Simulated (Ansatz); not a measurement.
# Ni (Nickel): how the settings move a single-point run

Aim: see which settings change the result for Ni (Nickel), by how much, and at what cost.

Method: reference: DFT, PBE, PAW with Ansatz's default frozen-core files, scalar-relativistic, in Ansatz 0.2.0.

## 1. Starting point

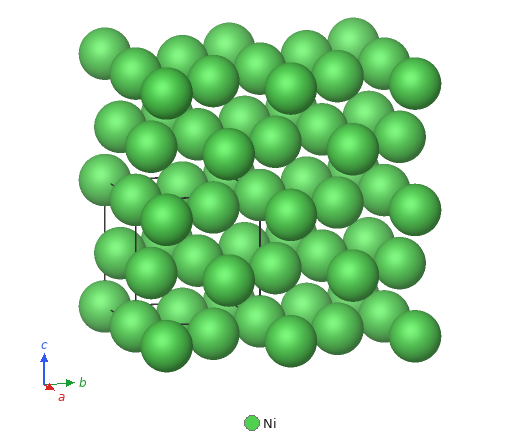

Start, viewed slightly off an axis; nickel green. 2×2×2 cells are drawn. Atoms on the faces are drawn again on the opposite ones. The cell drawn here is the conventional one.

As a file:

```cif
data_structure
_symmetry_space_group_name_H-M 'P 1'
_symmetry_Int_Tables_number 1
_cell_length_a 2.4918
_cell_length_b 2.4918
_cell_length_c 2.4918
_cell_angle_alpha 60.000
_cell_angle_beta 60.000
_cell_angle_gamma 60.000
_cell_volume 10.94
loop_
_atom_site_label
_atom_site_type_symbol
_atom_site_fract_x
_atom_site_fract_y
_atom_site_fract_z
_atom_site_occupancy
Ni1 Ni 0.00000 0.00000 0.00000 1
```

## 2. Baseline

Input file input.yaml:

```yaml
crystal:
  lattice:
    - [0.0, 1.761935, 1.761935]
    - [1.761935, 0.0, 1.761935]
    - [1.761935, 1.761935, 0.0]
  atoms:
    - { symbol: Ni, position: [0.0, 0.0, 0.0], spin: 0.6, spin_axis: [1.0, 0.0, 0.0] }
magnetization:
  noncollinear: true
  spin_spiral: { q: [0.0, 0.0, 0.0] }
kpoints:
  mp_grid: { grid: [16, 16, 16] }
scf:
  occupations: { method: fermi_dirac, width: 0.1 }
  lower_state_search: "off"
hamiltonian:
  xc: pbe
  pseudopotentials: { kind: paw }
output:
  eigenvalues: false
```

Started as:

```
$ ansatz run input.yaml --threads 2 --pin off --max-ram 5120MiB --backend cpu --events-out ev --progress --plain --runs-dir out
```

The main lines of its log:

```text
[...]
Basis set: ecut = 420 eV, 181 PW (Γ)
[...]
k-points: 145 of 4096
[...]
SCF iter   1: F=—  HF=-5839.735053 eV  |F-HF|=—  |Δ(HF+E_count)|=         —  Δρ=3.58e-2  dr2=5.79e-2  dr2_m=1.63e-2  ethr=3.22e-4  |M|=5.62e-1 ∫|m|=5.85e-1 μB  |m|>n=0.0e0 m-floor=0.0e0 τ_xc=0.0e0 mc-row=0.0e0  β_m=1.00  ⟨swp⟩=1.8  Hψ=19126  notcnv=0
preconditioner: auto → none  [metal: Δε(μ)=0.005 eV  Ē_g=14.133 eV  σ=0.100 eV  W_gap=0.01  n_scr=0 (ndim 8)  ℏωp=35.5 eV  f_vac=0.000  D(μ)=1.82/eV (n_scr^D=26)]
SCF iter   2: F=—  HF=-5839.735150 eV  |F-HF|=—  |Δ(HF+E_count)|=   9.72e-5  Δρ=1.28e-2  dr2=2.73e-3  dr2_m=3.78e-3  ethr=3.21e-4  |M|=5.71e-1 ∫|m|=6.27e-1 μB  |m|>n=0.0e0 m-floor=0.0e0 τ_xc=8.5e-11 mc-row=0.0e0  β_m=1.00  ⟨swp⟩=2.0  Hψ=6169  notcnv=0
[...]
SCF iter  10: F=—  HF=-5839.748188 eV  |F-HF|=—  |Δ(HF+E_count)|=   1.17e-6  Δρ=4.95e-5  dr2=1.37e-7  dr2_m=6.15e-8  ethr=2.51e-8  |M|=6.12e-1 ∫|m|=7.01e-1 μB  |m|>n=0.0e0 m-floor=0.0e0 τ_xc=7.8e-10 mc-row=0.0e0  β_m=0.95  ⟨swp⟩=2.0  Hψ=5067  notcnv=0  defer=7
SCF iter  11: F=-5839.748188 eV  HF=-5839.748188 eV  |F-HF|=6.94e-10  |Δ(HF+E_count)|=   3.53e-9  Δρ=4.23e-6  dr2=9.80e-10  dr2_m=4.49e-10  ethr=5.56e-10  |M|=6.12e-1 ∫|m|=7.01e-1 μB  |m|>n=0.0e0 m-floor=0.0e0 τ_xc=4.4e-10 mc-row=0.0e0  ⟨swp⟩=2.9  Hψ=7806  not
[...]
SCF converged after 11 iterations
Magnetization: |M| = 0.6120 μB,  M = (+0.6120, -0.0000, +0.0000) μB
[...]
Free energy (F): -5839.748188 eV
[...]
E sigma→0 (E₀):  -5839.721171 eV
[...]
Fermi energy:    18.051902 eV
[...]
```

It took 7.3 s on 2 threads of Arm Neoverse V2, shared host; peak memory 0.34 GiB.

## 3. Changing settings: starting moments, lock_directions true

input.yaml: that of step 2 with these lines changed.

```diff
@@ -6,3 +6,3 @@
   atoms:
-    - { symbol: Ni, position: [0.0, 0.0, 0.0], spin: 0.6, spin_axis: [1.0, 0.0, 0.0] }
+    - { symbol: Ni, position: [0.0, 0.0, 0.0], spin: 0.6, spin_axis: [0.25881905, 0.0, 0.96592583] }
 magnetization:
@@ -10,2 +10,3 @@
   spin_spiral: { q: [0.0, 0.0, 0.0] }
+  spin_locking: { lock_directions: true }
 kpoints:
```

Started as:

```
$ ansatz run input.yaml --threads 2 --pin off --max-ram 5120MiB --backend cpu --events-out ev --progress --plain --runs-dir out
```

What it wrote, shortened:

```text
Warning: magnetization.spin_spiral: disabling space-group detection — beside a Hubbard shell, its report or a lock it is not worked out which of the operations that keep the spiral keep those too, and one that does not would average them into another order's, and files of the run's [...]
settings of this run that can trade accuracy for cost: output.eigenvalues: false. Do not mix this run's numbers with those of runs without the same settings; the input reference describes each key
[...]
Pseudopotentials: kind: paw
Pseudopotential: Ni, paw, valence charge 18, recommended cutoff 420 eV (normal)
Functional definition: PBE
[...]
Crystal: 1 atoms, lattice volume = 10.940 Å³
Basis set: ecut = 420 eV, 181 PW (Γ)
Bands: 26, of which v1, the nominal top of the filled ones, is band 18 counted from 1 (17 counted from 0)
Symmetry: 1 space group operations
k-points: 4096
Spin spiral: q = (0, 0, 0) of the reciprocal vectors; moments are told in the frame that turns with it, a site's in that at the site
[...]
Starting moments: Σ|m| = 0.6 μB on 1 of 1 site
[...]
SCF iter   1: F=-5839.719777 eV  HF=-5839.735053 eV  |F-HF|=1.53e-2  |Δ(HF+E_count)|=         —  Δρ=3.58e-2  dr2=5.79e-2  dr2_m=1.63e-2  ethr=3.22e-4  |M|=5.62e-1 ∫|m|=5.85e-1 μB  |m|>n=0.0e0 m-floor=0.0e0 τ_xc=3.2e-10 mc-row=0.0e0  β_m=0.30  ⟨swp⟩=1.8  Hψ=538393  notcnv=0
[...]
SCF iter   8: F=-5839.748188 eV  HF=-5839.748188 eV  |F-HF|=4.27e-11  |Δ(HF+E_count)|=   1.17e-8  Δρ=6.68e-6  dr2=5.10e-10  dr2_m=1.25e-9  ethr=3.03e-10  |M|=6.12e-1 ∫|m|=7.01e-1 μB  |m|>n=0.0e0 m-floor=0.0e0 τ_xc=1.5e-8 mc-row=0.0e0  ⟨swp⟩=1.2  Hψ=275261  notcnv=0
[...]
SCF converged after 8 iterations
Stability not checked: this state was not tested for a lower state beside it, because a magnetisation constraint still acts at the end of the SCF (magnetization_constraint; see scf.lower_state_search)
Magnetization: |M| = 0.6120 μB,  M = (+0.1584, -0.0000, +0.5911) μB
Absolute magnetization: 0.7017 μB (∫|m|, with the PAW one-centre terms)
  site 0: m = (+0.1682, -0.0000, +0.6278) μB, |m| = 0.6500 μB  (R = 1.03 Å)
--- Magnetisation constraints (ε_frz = 1.0e-4 eV) ---
  site  kind           target                            achieved (μB)             |Δ|max (μB)  g (eV/μB)                    λ_eff  esc  ok   flags
  0     per_site_axis  ê (+0.259, +0.000, +0.966) ≥0.00  (+0.168, -0.000, +0.628)  1.54e-6      (+1.8e-6, -3.1e-6, -4.8e-7)  1.000  0    yes
Free energy (F): -5839.748188 eV
[...]
E sigma→0 (E₀):  -5839.721171 eV
Entropy (-TS):   -0.054034 eV (-54.034 meV/atom)
Fermi energy:    18.051849 eV
[...]
settings of this run that can trade accuracy for cost: output.eigenvalues: false. Do not mix this run's numbers with those of runs without the same settings; the input reference describes each key
```

Run time: 2.6 min. Hardware: 2 threads of Arm Neoverse V2, shared host; peak memory 2.4 GiB.

The changed input (constraint on the moments) leaves the energy the same to the digits printed. Cost: 8 SCF cycles against 11, 2.6 min against 7.3 s.

## 4. Comparison

| run | ending | energy change | abs. moment (μB) | cycles | time |
| --- | --- | --- | --- | --- | --- |
| reference | converged | 0 | 0.70 | 11 | 7.3 s |
| 1: starting moments, lock_directions true | converged | 0.0 meV/atom | 0.70 | 8 | 2.6 min |

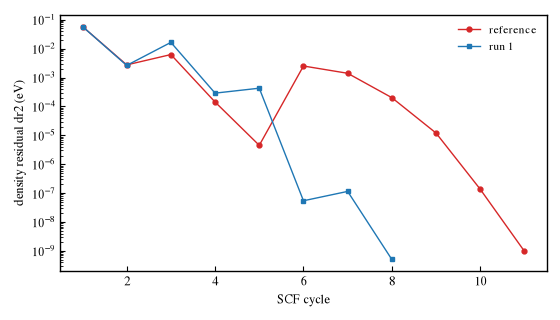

Residual by cycle in the longest SCF loop of each run; runs are numbered as in the table.

What this shows: The changed input (constraint on the moments) leaves the energy the same to the digits printed. Cost: 8 SCF cycles against 11, 2.6 min against 7.3 s.
